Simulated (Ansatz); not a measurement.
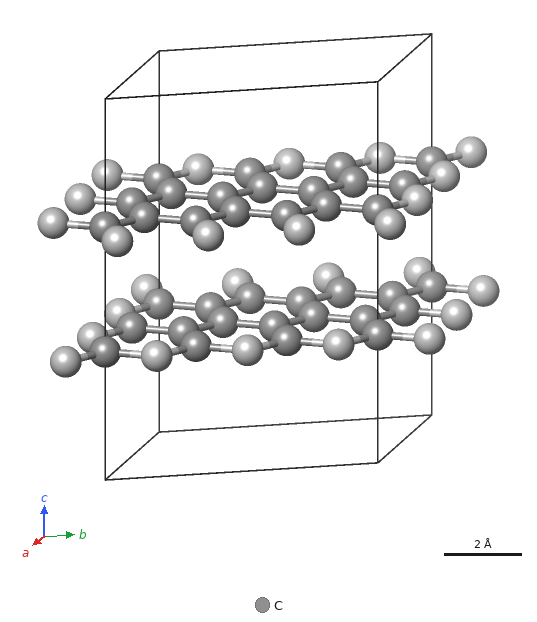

Figure 1. The structure as given in the input (ball-and-stick view of the 2 × 3 repeat of the cell, with the vacuum cut short, seen slightly off an axis; neighbours outside the cell are drawn fainter). Near neighbours in the crystal (not all of them lie inside the picture): C has 3 C at 1.42 Å.

# Run report: C, single-point calculation

- system: C (4 atoms in the cell)
- method: DFT PBE+D3(BJ), scalar-relativistic, plane waves, PAW, no spin polarisation (Ansatz 0.2.0)

The structure derives from a Materials Project entry.

The program's output:
```
Engine: ansatz 0.2.0, aarch64-unknown-linux-gnu
Pseudopotentials: kind: paw
Pseudopotential: C, paw, valence charge 4, recommended cutoff 420 eV (normal), C.paw.azcp
Functional definition: PBE
  parameter kappa = 0.804
  parameter beta = 0.06672455060314922
  exchange = pbe_x(kappa = kappa, mu = beta*pi^2/3)
  correlation = pbe_c(beta = beta)
Crystal: 4 atoms, lattice volume = 126.095 Å³
Basis set: ecut = 420 eV, 2379 PW (Γ), exchange–correlation on 36×36×324 points (8 copies of the dense FFT grid, shifted against one another)
Bands: 12, of which v1, the nominal top of the filled ones, is band 8 counted from 1 (7 counted from 0)
Symmetry: 12 space group operations
Space group: P-3m1 (ITA 164), of the structure as read, at distance tolerance 5.0e-5 Å
k-points: 19 of 144
Non-local potential: C, projectors of the file, l = 0: 2, l = 1: 2, l = 2: 1
PAW form: soft (Blöchl's): semilocal exchange-correlation on the pseudo side does not see the compensation charge
PAW one-centre angular grid: C, 110 points (default); XC on 64 Gauss nodes
Initial density: superposition of atomic densities (neutral atoms: chi_scale 0, normalization atom), corrected by the library's trained network
Initial wavefunctions: pseudopotential atomic-orbital guess
Functional: x = pbe(κ = 0.804, μ = 0.2195149727645171), c = pbe(β = 0.06672455060314922)
SCF iter   1: F=—  HF=-1004.211147 eV  |F-HF|=—  |Δ(HF+E_count)|=         —  Δρ=1.74e-3  dr2=4.99e-3  ethr=1.77e-3  ⟨swp⟩=6.6  Hψ=1524  notcnv=0
preconditioner: auto → LDOS  [metal: Δε(μ)=0.000 eV  Ē_g=14.965 eV  σ=0.100 eV  W_gap=0.00  n_scr=14 (ndim 8)  ℏωp=13.2 eV  f_vac=0.700  D(μ)=0.31/eV (n_scr^D=4)  β→1.0]
SCF iter   2: F=—  HF=-1004.212280 eV  |F-HF|=—  |Δ(HF+E_count)|=   1.13e-3  Δρ=6.91e-4  dr2=2.02e-3  ethr=3.12e-5  ⟨swp⟩=2.6  Hψ=591  notcnv=0
SCF iter   3: F=—  HF=-1004.211837 eV  |F-HF|=—  |Δ(HF+E_count)|=   4.43e-4  Δρ=2.33e-4  dr2=1.93e-4  ethr=1.26e-5  ⟨swp⟩=2.4  Hψ=394  notcnv=0
SCF iter   4: F=—  HF=-1004.211835 eV  |F-HF|=—  |Δ(HF+E_count)|=   1.64e-6  Δρ=4.78e-5  dr2=4.07e-6  ethr=1.21e-6  ⟨swp⟩=2.2  Hψ=350  notcnv=0
SCF iter   5: F=—  HF=-1004.211790 eV  |F-HF|=—  |Δ(HF+E_count)|=   4.54e-5  Δρ=1.95e-5  dr2=4.25e-7  ethr=2.54e-8  ⟨swp⟩=2.4  Hψ=377  notcnv=0
iter 6 met the thresholds in force, and the SCF goes on: an eigenvalue changes by 31.96 meV, over its tolerance of 10.00 meV (output.eigenvalues, Limitations)
SCF iter   6: F=-1004.211790 eV  HF=-1004.211790 eV  |F-HF|=1.18e-7  |Δ(HF+E_count)|=   5.68e-8  Δρ=2.89e-6  dr2=7.26e-9  ethr=6.25e-10  ⟨swp⟩=10.5  Hψ=1409  notcnv=0
SCF iter   7: F=-1004.211790 eV  HF=-1004.211790 eV  |F-HF|=3.66e-9  |Δ(HF+E_count)|=   1.16e-7  Δρ=7.04e-7  dr2=4.87e-10  ethr=4.54e-11  ⟨swp⟩=4.8  Hψ=1055  notcnv=0
SCF 1 converged in 7 iterations: F = -1004.211790 eV  dr2 = 4.87e-10
  greatest PAW one-centre occupation: 0.675 electrons in one spin orbital (limit 2), on the C atom at site 1 (counted from 0), in its partial waves of l = 0
```

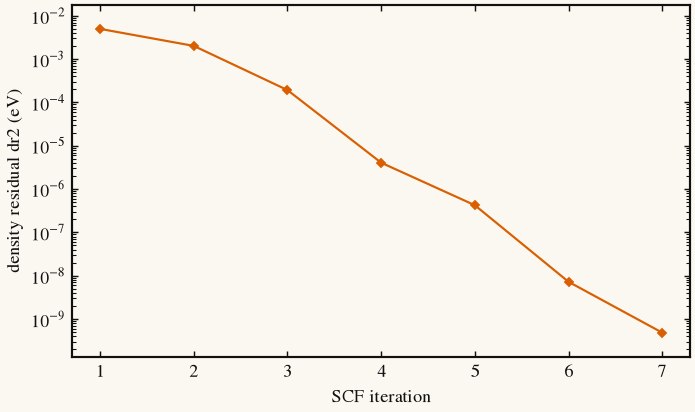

Figure 2. Convergence of the self-consistent field: density residual dr2 against the SCF iteration. The residual falls at every step.

```
SCF converged after 7 iterations
an eigenvalue changed by more than its tolerance at an iteration that met the thresholds in force, so the SCF went on 1 time: the last check found none over its tolerance
Free energy (F): -1004.211790 eV
Harris-Foulkes:  -1004.211790 eV  (|F-HF|=3.66e-9)
Internal energy: -1004.210223 eV  (E = F + TS)
E sigma→0 (E₀):  -1004.211006 eV
Entropy (-TS):   -0.001567 eV (-0.392 meV/atom)
Fermi energy:    -1.093660 eV
--- Per-component energies (eV) ---
  E_band       = -164.383731
  E_kinetic    = 364.845090
  E_local      = -10598.034314  (includes V_loc(G=0)·N_el)
  E_nonlocal   = 109.522061
  E_hartree    = 5112.380647
  E_xc         = -192.307979
  E_vxc        = -238.107923  (∫ρ·V_xc dr)
  E_paw        = -397.502795  (= ΣΔE_a)
  E_vpaw       = -27.368902  (= ΣTr[D̂ρ^β])
  E_aug_tail   = 0.000030  (compensation charges beyond the density's cutoff)
  E_ewald      = 4597.362016
  E_disp       = -0.474978  (pairwise vdW)
  E_smearing   = -0.001567  (= −TS)
  E_closure    = -0.000000  (closes the sum)
  Σ components = -1004.211790   (vs F -1004.211790, Δ=0.00e0)
--- Forces (eV/Å), atoms counted from 1 ---
  atom   1  C     -0.00000000     0.00000000    -0.01220330
  atom   2  C      0.00000000    -0.00000000     0.01220330
  atom   3  C      0.00000000     0.00000000    -0.00595816
  atom   4  C      0.00000000    -0.00000000     0.00595816
  max |Σ_I F_I| component: 2.96e-16 eV/Å
--- Stress (GPa, compression-positive) ---
        1.374189      -0.000000      -0.000000
       -0.000000       1.374189       0.000000
       -0.000000       0.000000      -0.024830
  P = ⅓ Tr σ = 0.9078 GPa (9.078 kbar)
--- Band table (eV; the first three rows and the last of 19) ---
  k-point 0: bands = ["-20.7655", "-20.6310", "-9.2257", "-8.3215", "-4.1232", "-4.1232", "-4.1158", "-4.1158", "2.2933", "2.6589", "3.2655", "3.9378"]
  k-point 1: bands = ["-20.5997", "-20.4667", "-9.0252", "-8.1267", "-4.7813", "-4.7670", "-4.4686", "-4.4568", "2.5158", "2.8844", "3.4951", "4.1661"]
  k-point 2: bands = ["-20.1042", "-19.9753", "-8.4283", "-7.5486", "-6.4361", "-6.4083", "-5.2744", "-5.2572", "3.1829", "3.5596", "4.1838", "4.8504"]
  k-point 18: bands = ["-13.7621", "-13.7182", "-13.7182", "-13.6783", "-11.7338", "-11.7338", "-1.3942", "-1.0937", "-1.0937", "-0.7761", "9.5046", "9.5046"]
```

This output came from the following input.

The input:
```yaml
crystal:
  lattice:
    - [2.456227506, 0.0, 0.0]
    - [-1.228113753, 2.1271554177, 0.0]
    - [0.0, 0.0, 24.1339601687]
  atoms:
    - { symbol: C, position: [0.0, 0.0, 0.57046877] }
    - { symbol: C, position: [0.0, 0.0, 0.42953123] }
    - { symbol: C, position: [0.33333333, 0.66666667, 0.42952456] }
    - { symbol: C, position: [0.66666667, 0.33333333, 0.57047544] }
basis:
  ecutwfc: 420
kpoints:
  mp_grid: { grid: [12, 12, 1] }
hamiltonian:
  xc: pbe
  dispersion: d3bj
scf:
  occupations: { method: gaussian, width: 0.1 }
output:
  forces: true
  stress: true
  eigenvalues: true
```

Launched with:
```bash
ansatz run input.yaml --threads 1 --pin off --max-ram 2560MiB --backend cpu --events-out ev --progress --plain --runs-dir out
```

Summary:

- outcome: converged
- space group (tolerance 0.01 Å): P-3m1 (164)
- electrons treated: 16
- free energy: −1004.2118 eV
- Fermi energy: −1.094 eV
- gap on the k-point mesh: none (metallic)
- pressure: 0.91 GPa
- largest force (length of the vector): 0.012 eV/Å
- hardware: 1 thread of Arm Neoverse V2, 240 GiB of memory available, shared host
- wall time: 2.3 s
- peak memory: 0.39 GiB
